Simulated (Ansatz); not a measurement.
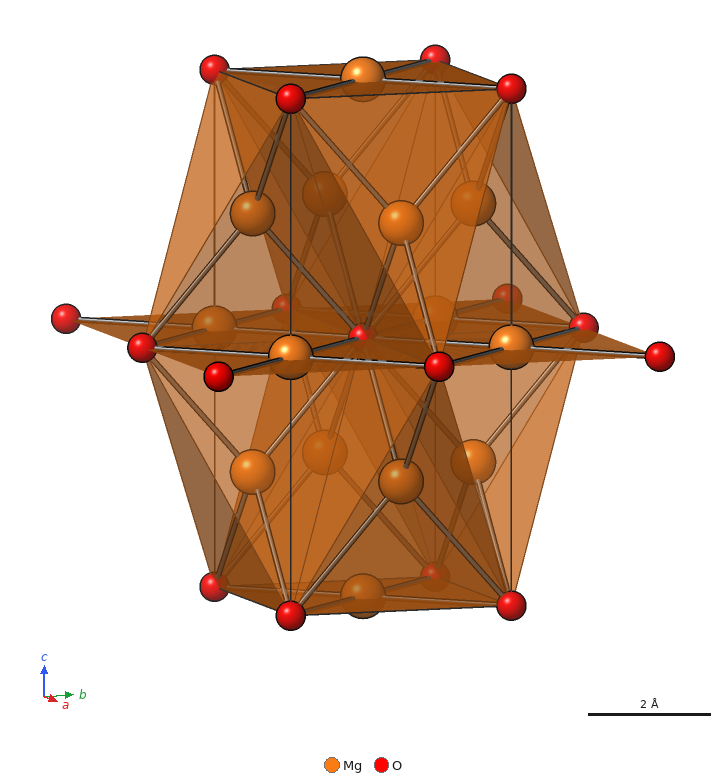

The structure as given in the input (polyhedral view of the cell 2 times as large as that of the calculation, set on its symmetry axes, seen slightly off an axis; polyhedra are completed across the faces of the cell).

# Mg$_{3}$O: geometry relaxation (part 1 of 3)

- system: Mg$_{3}$O (I4/mmm, 4 atoms in the cell)
- method: DFT PBE, scalar-relativistic, plane waves, PAW, no spin polarisation (Ansatz 0.2.0)

The structure was built on a prototype by a generator; it need not be a known phase. It belongs to a series of runs on one base structure; here: TiAl3 (D0_22) type (I4/mmm, No. 139).

### Input
```yaml
crystal:
  lattice:
    - [-1.9253741261, 1.9253741261, 4.3008357102]
    - [1.9253741261, -1.9253741261, 4.3008357102]
    - [1.9253741261, 1.9253741261, -4.3008357102]
  atoms:
    - { symbol: Mg, position: [0.5, 0.5, 0.0] }
    - { symbol: Mg, position: [0.25, 0.75, 0.5] }
    - { symbol: Mg, position: [0.75, 0.25, 0.5] }
    - { symbol: O, position: [0.0, 0.0, 0.0] }
basis:
  ecutwfc: 420
kpoints:
  mp_grid: { grid: [16, 16, 16] }
hamiltonian:
  xc: pbe
scf:
  occupations: { method: gaussian, width: 0.1 }
output:
  forces: true
  stress: true
  eigenvalues: true
  write_density: true
  write_potential: true
  elf: true
  volumetric_format: npy
relax:
  adjacent_minimum: "off"
  f_tol: 0.01
  max_steps: 80
  cell: { stress_tol: 0.05 }
```

Machine: 1 thread of Intel Xeon @ 2.50GHz (Skylake/Cascade Lake), 192 GiB of memory available, shared host.

Run as:
```bash
ansatz run input.yaml --threads 1 --pin off --max-ram 2560MiB --backend cpu --events-out ev --progress --plain --runs-dir out
```

### Log
```
Engine: ansatz 0.2.0, x86_64-unknown-linux-gnu
Pseudopotentials: kind: paw
Pseudopotential: Mg, paw, valence charge 10, recommended cutoff 420 eV (normal), Mg.paw.azcp
Pseudopotential: O, paw, valence charge 6, recommended cutoff 420 eV (normal), O.paw.azcp
Functional definition: PBE
  parameter kappa = 0.804
  parameter beta = 0.06672455060314922
  exchange = pbe_x(kappa = kappa, mu = beta*pi^2/3)
  correlation = pbe_c(beta = beta)
Crystal: 4 atoms, lattice volume = 63.774 Å³
Basis set: ecut = 420 eV, 1299 PW (Γ), exchange–correlation on 72×72×72 points (8 copies of the dense FFT grid, shifted against one another)
Bands: 22, of which v1, the nominal top of the filled ones, is band 18 counted from 1 (17 counted from 0)
Symmetry: 16 space group operations
Space group: I4/mmm (ITA 139), of the structure as read, at distance tolerance 4.0e-5 Å
k-points: 349 of 4096
Non-local potential: Mg, projectors of the file, l = 0: 3, l = 1: 2, l = 2: 1
Non-local potential: O, projectors of the file, l = 0: 2, l = 1: 2, l = 2: 1
PAW form: soft (Blöchl's): semilocal exchange-correlation on the pseudo side does not see the compensation charge
PAW one-centre angular grid: Mg, 110 points (default); XC on 64 Gauss nodes
PAW one-centre angular grid: O, 110 points (default); XC on 64 Gauss nodes
Initial density: superposition of atomic densities (neutral atoms: chi_scale 0, normalization atom), corrected by the library's trained network
Initial wavefunctions: pseudopotential atomic-orbital guess
Functional: x = pbe(κ = 0.804, μ = 0.2195149727645171), c = pbe(β = 0.06672455060314922)
SCF iter   1: F=—  HF=-6337.112972 eV  |F-HF|=—  |Δ(HF+E_count)|=         —  Δρ=4.97e-3  dr2=2.44e-2  ethr=1.77e-3  ⟨swp⟩=5.2  Hψ=33197  notcnv=0
preconditioner: auto → Kerker (q_TF=auto, 2.480 Å⁻¹)  [metal: Δε(μ)=0.043 eV  Ē_g=6.158 eV  σ=0.100 eV  W_gap=0.23  n_scr=14 (ndim 8)  ℏωp=14.7 eV  f_vac=0.000  D(μ)=0.43/eV (n_scr^D=0)]
SCF iter   2: F=—  HF=-6337.110942 eV  |F-HF|=—  |Δ(HF+E_count)|=   2.03e-3  Δρ=1.88e-3  dr2=3.27e-3  ethr=6.78e-5  ⟨swp⟩=1.1  Hψ=10539  notcnv=0
SCF iter   3: F=—  HF=-6337.110616 eV  |F-HF|=—  |Δ(HF+E_count)|=   3.27e-4  Δρ=9.13e-4  dr2=1.14e-3  ethr=9.07e-6  ⟨swp⟩=1.3  Hψ=8304  notcnv=0
SCF iter   4: F=—  HF=-6337.110443 eV  |F-HF|=—  |Δ(HF+E_count)|=   1.73e-4  Δρ=2.99e-4  dr2=1.21e-4  ethr=3.16e-6  ⟨swp⟩=2.0  Hψ=8298  notcnv=0
SCF iter   5: F=—  HF=-6337.110416 eV  |F-HF|=—  |Δ(HF+E_count)|=   2.74e-5  Δρ=1.11e-4  dr2=1.14e-5  ethr=3.36e-7  ⟨swp⟩=3.0  Hψ=12781  notcnv=0
SCF iter   6: F=—  HF=-6337.110418 eV  |F-HF|=—  |Δ(HF+E_count)|=   2.97e-6  Δρ=4.37e-5  dr2=1.59e-6  ethr=3.16e-8  ⟨swp⟩=2.0  Hψ=9357  notcnv=0
SCF iter   7: F=-6337.110418 eV  HF=-6337.110418 eV  |F-HF|=3.65e-8  |Δ(HF+E_count)|=   1.81e-7  Δρ=9.68e-6  dr2=4.47e-8  ethr=2.78e-10  ⟨swp⟩=6.8  Hψ=51530  notcnv=0
SCF 1 converged in 7 iterations: F = -6337.110418 eV  dr2 = 4.47e-8
  greatest PAW one-centre occupation: 1.000 electrons in one spin orbital (limit 2), on the Mg atom at site 0 (counted from 0), in its partial waves of l = 0
relax step   1: F+E_penalty+E_count = -6337.11041828 eV  Δ(F+E_penalty+E_count) = +0.000e0 eV  max|allowed force component| = 1.735e-17 eV/Å  Δτ_max = 0.0000 Å  P = +3.439 GPa  Ω = 63.774 Å³  (7 SCF iters, dr2 threshold 1.00e-7 eV, accepted)
Crystal: 4 atoms, lattice volume = 66.662 Å³
Basis set: ecut = 420 eV, 1315 PW (Γ), exchange–correlation on 72×72×72 points (8 copies of the dense FFT grid, shifted against one another)
Initial density: handed on by an earlier stage of this run
Initial wavefunctions: those handed on with the density
iter 1 solved again at ethr=1.63e-4 eV; its pass at ethr=3.10e-3 eV (dr2=5.87e-2 eV) is discarded
SCF iter   1: F=—  HF=-6337.246252 eV  |F-HF|=—  |Δ(HF+E_count)|=         —  Δρ=7.49e-3  dr2=5.87e-2  ethr=1.63e-4  ⟨swp⟩=1.0  Hψ=42912  notcnv=0
preconditioner: auto → Kerker (q_TF=auto, 2.462 Å⁻¹)  [metal: Δε(μ)=0.034 eV  Ē_g=6.020 eV  σ=0.100 eV  W_gap=0.19  n_scr=14 (ndim 8)  ℏωp=14.4 eV  f_vac=0.000  D(μ)=0.41/eV (n_scr^D=0)]
SCF iter   2: F=—  HF=-6337.238406 eV  |F-HF|=—  |Δ(HF+E_count)|=   7.85e-3  Δρ=3.28e-3  dr2=1.53e-2  ethr=1.63e-4  ⟨swp⟩=1.1  Hψ=7713  notcnv=0
SCF iter   3: F=—  HF=-6337.235322 eV  |F-HF|=—  |Δ(HF+E_count)|=   3.08e-3  Δρ=8.39e-4  dr2=1.07e-3  ethr=4.25e-5  ⟨swp⟩=2.0  Hψ=8492  notcnv=0
SCF iter   4: F=—  HF=-6337.234941 eV  |F-HF|=—  |Δ(HF+E_count)|=   3.81e-4  Δρ=2.28e-4  dr2=4.41e-5  ethr=2.96e-6  ⟨swp⟩=2.0  Hψ=9422  notcnv=0
SCF iter   5: F=—  HF=-6337.234943 eV  |F-HF|=—  |Δ(HF+E_count)|=   2.72e-6  Δρ=7.18e-5  dr2=3.94e-6  ethr=1.23e-7  ⟨swp⟩=2.0  Hψ=13218  notcnv=0
SCF iter   6: F=—  HF=-6337.234943 eV  |F-HF|=—  |Δ(HF+E_count)|=   6.56e-7  Δρ=2.21e-5  dr2=5.69e-7  ethr=1.11e-9  ⟨swp⟩=9.8  Hψ=62758  notcnv=0
SCF iter   7: F=-6337.234943 eV  HF=-6337.234943 eV  |F-HF|=6.41e-8  |Δ(HF+E_count)|=   3.74e-8  Δρ=7.72e-6  dr2=8.81e-8  ethr=1.11e-9  ⟨swp⟩=8.9  Hψ=47235  notcnv=0
SCF 2 converged in 7 iterations: F = -6337.234943 eV  dr2 = 8.81e-8
  greatest PAW one-centre occupation: 1.000 electrons in one spin orbital (limit 2), on the Mg atom at site 2 (counted from 0), in its partial waves of l = 0
relax step   2: F+E_penalty+E_count = -6337.23494254 eV  Δ(F+E_penalty+E_count) = -1.245e-1 eV  max|allowed force component| = 8.674e-18 eV/Å  Δτ_max = 0.0000 Å  P = +0.300 GPa  Ω = 66.662 Å³  energy of the carried Pulay correction = -3.702e-3 eV  (7 SCF iters, dr2 threshold 4.00e-7 eV, accepted)
Crystal: 4 atoms, lattice volume = 67.749 Å³
Basis set: ecut = 420 eV, 1307 PW (Γ), exchange–correlation on 72×72×72 points (8 copies of the dense FFT grid, shifted against one another)
iter 1 solved again at ethr=4.61e-5 eV; its pass at ethr=3.10e-3 eV (dr2=1.66e-2 eV) is discarded
SCF iter   1: F=—  HF=-6337.299741 eV  |F-HF|=—  |Δ(HF+E_count)|=         —  Δρ=4.10e-3  dr2=1.67e-2  ethr=4.61e-5  ⟨swp⟩=1.0  Hψ=40271  notcnv=0
preconditioner: auto → Kerker (q_TF=auto, 2.455 Å⁻¹)  [metal: Δε(μ)=0.033 eV  Ē_g=5.938 eV  σ=0.100 eV  W_gap=0.18  n_scr=14 (ndim 8)  ℏωp=14.3 eV  f_vac=0.000  D(μ)=0.39/eV (n_scr^D=0)]
SCF iter   2: F=—  HF=-6337.297469 eV  |F-HF|=—  |Δ(HF+E_count)|=   2.27e-3  Δρ=2.08e-3  dr2=5.34e-3  ethr=4.61e-5  ⟨swp⟩=1.1  Hψ=7734  notcnv=0
SCF iter   3: F=—  HF=-6337.296308 eV  |F-HF|=—  |Δ(HF+E_count)|=   1.16e-3  Δρ=5.15e-4  dr2=4.71e-4  ethr=1.48e-5  ⟨swp⟩=2.0  Hψ=8974  notcnv=0
SCF iter   4: F=—  HF=-6337.296140 eV  |F-HF|=—  |Δ(HF+E_count)|=   1.69e-4  Δρ=1.39e-4  dr2=2.37e-5  ethr=1.31e-6  ⟨swp⟩=2.0  Hψ=9310  notcnv=0
SCF iter   5: F=—  HF=-6337.296122 eV  |F-HF|=—  |Δ(HF+E_count)|=   1.79e-5  Δρ=5.23e-5  dr2=2.88e-6  ethr=6.59e-8  ⟨swp⟩=2.0  Hψ=13259  notcnv=0
SCF iter   6: F=-6337.296121 eV  HF=-6337.296121 eV  |F-HF|=8.95e-8  |Δ(HF+E_count)|=   7.20e-7  Δρ=1.68e-5  dr2=2.80e-7  ethr=1.11e-9  ⟨swp⟩=10.0  Hψ=59690  notcnv=0
SCF 3 converged in 6 iterations: F = -6337.296121 eV  dr2 = 2.80e-7
  Residual-converged pass: ⟨swp⟩=1.0  Hψ=9075  notcnv=0  max |occ|·‖R‖ = 6.9e-9 eV (tolerance 1.0e-8 eV)  dr2=2.80e-7  dr2_onsite=2.02e-8  max |Δocc| = 1.7e-10
relax step   3: F+E_penalty+E_count = -6337.29612111 eV  Δ(F+E_penalty+E_count) = -6.118e-2 eV  max|allowed force component| = 3.123e-17 eV/Å  Δτ_max = 0.0000 Å  P = -0.846 GPa  Ω = 67.749 Å³  energy of the carried Pulay correction = -5.279e-3 eV  (6 SCF iters, dr2 threshold 4.00e-7 eV, accepted)
Crystal: 4 atoms, lattice volume = 67.149 Å³
Basis set: ecut = 420 eV, 1317 PW (Γ), exchange–correlation on 72×72×72 points (8 copies of the dense FFT grid, shifted against one another)
iter 1 solved again at ethr=1.73e-5 eV; its pass at ethr=3.10e-3 eV (dr2=6.22e-3 eV) is discarded
SCF iter   1: F=—  HF=-6337.314026 eV  |F-HF|=—  |Δ(HF+E_count)|=         —  Δρ=1.92e-3  dr2=6.20e-3  ethr=1.73e-5  ⟨swp⟩=1.0  Hψ=43228  notcnv=0
preconditioner: auto → Kerker (q_TF=auto, 2.459 Å⁻¹)  [metal: Δε(μ)=0.012 eV  Ē_g=5.965 eV  σ=0.100 eV  W_gap=0.07  n_scr=14 (ndim 8)  ℏωp=14.3 eV  f_vac=0.000  D(μ)=0.37/eV (n_scr^D=0)]
SCF iter   2: F=—  HF=-6337.313215 eV  |F-HF|=—  |Δ(HF+E_count)|=   8.10e-4  Δρ=1.28e-3  dr2=3.30e-3  ethr=1.72e-5  ⟨swp⟩=1.0  Hψ=7678  notcnv=0
SCF iter   3: F=—  HF=-6337.312293 eV  |F-HF|=—  |Δ(HF+E_count)|=   9.22e-4  Δρ=2.89e-4  dr2=2.06e-4  ethr=9.17e-6  ⟨swp⟩=2.0  Hψ=9154  notcnv=0
SCF iter   4: F=—  HF=-6337.312183 eV  |F-HF|=—  |Δ(HF+E_count)|=   1.10e-4  Δρ=1.34e-4  dr2=1.97e-5  ethr=5.73e-7  ⟨swp⟩=2.0  Hψ=9230  notcnv=0
SCF iter   5: F=—  HF=-6337.312178 eV  |F-HF|=—  |Δ(HF+E_count)|=   4.79e-6  Δρ=4.03e-5  dr2=1.39e-6  ethr=5.49e-8  ⟨swp⟩=2.1  Hψ=9861  notcnv=0
SCF iter   6: F=-6337.312178 eV  HF=-6337.312178 eV  |F-HF|=2.05e-8  |Δ(HF+E_count)|=   1.48e-7  Δρ=1.10e-5  dr2=8.82e-8  ethr=1.11e-9  ⟨swp⟩=9.8  Hψ=55347  notcnv=0
SCF 4 converged in 6 iterations: F = -6337.312178 eV  dr2 = 8.82e-8
relax step   4: F+E_penalty+E_count = -6337.31217784 eV  Δ(F+E_penalty+E_count) = -1.606e-2 eV  max|allowed force component| = 2.255e-17 eV/Å  Δτ_max = 0.0000 Å  P = -0.388 GPa  Ω = 67.149 Å³  energy of the carried Pulay correction = -4.795e-3 eV  (6 SCF iters, dr2 threshold 4.00e-7 eV, accepted)
Crystal: 4 atoms, lattice volume = 66.695 Å³
iter 1 solved again at ethr=3.22e-6 eV; its pass at ethr=3.10e-3 eV (dr2=1.16e-3 eV) is discarded
SCF iter   1: F=—  HF=-6337.313530 eV  |F-HF|=—  |Δ(HF+E_count)|=         —  Δρ=9.34e-4  dr2=1.16e-3  ethr=3.22e-6  ⟨swp⟩=1.7  Hψ=36539  notcnv=0
preconditioner: auto → Kerker (q_TF=auto, 2.462 Å⁻¹)  [metal: Δε(μ)=0.032 eV  Ē_g=6.003 eV  σ=0.100 eV  W_gap=0.18  n_scr=14 (ndim 8)  ℏωp=14.4 eV  f_vac=0.000  D(μ)=0.35/eV (n_scr^D=0)]
SCF iter   2: F=—  HF=-6337.313387 eV  |F-HF|=—  |Δ(HF+E_count)|=   1.43e-4  Δρ=4.23e-4  dr2=3.74e-4  ethr=3.22e-6  ⟨swp⟩=1.1  Hψ=7705  notcnv=0
SCF iter   3: F=—  HF=-6337.313277 eV  |F-HF|=—  |Δ(HF+E_count)|=   1.10e-4  Δρ=1.28e-4  dr2=4.86e-5  ethr=1.04e-6  ⟨swp⟩=1.8  Hψ=8110  notcnv=0
SCF iter   4: F=—  HF=-6337.313261 eV  |F-HF|=—  |Δ(HF+E_count)|=   1.60e-5  Δρ=4.36e-5  dr2=1.95e-6  ethr=1.35e-7  ⟨swp⟩=2.0  Hψ=9201  notcnv=0
iter 5 did not close the SCF: its close was put off for the readings that it lacked (scf_convergence_deferred on its scf_iter line)
SCF iter   5: F=-6337.313260 eV  HF=-6337.313260 eV  |F-HF|=6.88e-8  |Δ(HF+E_count)|=   3.80e-7  Δρ=1.22e-5  dr2=1.16e-7  ethr=5.41e-9  ⟨swp⟩=2.7  Hψ=12627  notcnv=0
SCF iter   6: F=-6337.313260 eV  HF=-6337.313260 eV  |F-HF|=2.90e-9  |Δ(HF+E_count)|=   3.23e-8  Δρ=4.41e-6  dr2=1.64e-8  ethr=3.23e-10  ⟨swp⟩=6.0  Hψ=49163  notcnv=0
the search or the solves at the SCF's close seem to have found levels that the self-consistency loop had missed (the run counts 1). By its estimate they hold under 1e-12 electrons; where the run keeps them, the occupations were computed again with them
SCF 5 converged in 6 iterations: F = -6337.313260 eV  dr2 = 1.64e-8
relax step   5: F+E_penalty+E_count = -6337.31326014 eV  Δ(F+E_penalty+E_count) = -1.082e-3 eV  max|allowed force component| = 1.735e-17 eV/Å  Δτ_max = 0.0000 Å  P = +0.007 GPa  Ω = 66.695 Å³  energy of the carried Pulay correction = -4.273e-3 eV  (6 SCF iters, dr2 threshold 4.00e-7 eV, accepted)
Basis set: ecut = 420 eV, 1317 PW (Γ), exchange–correlation on 80×80×80 points (8 copies of the dense FFT grid, shifted against one another)
Initial wavefunctions: pseudopotential atomic-orbital guess (no wavefunctions were taken with the density)
iter 1 solved again at ethr=4.64e-6 eV; its pass at ethr=3.10e-3 eV (dr2=1.67e-3 eV) is discarded
```
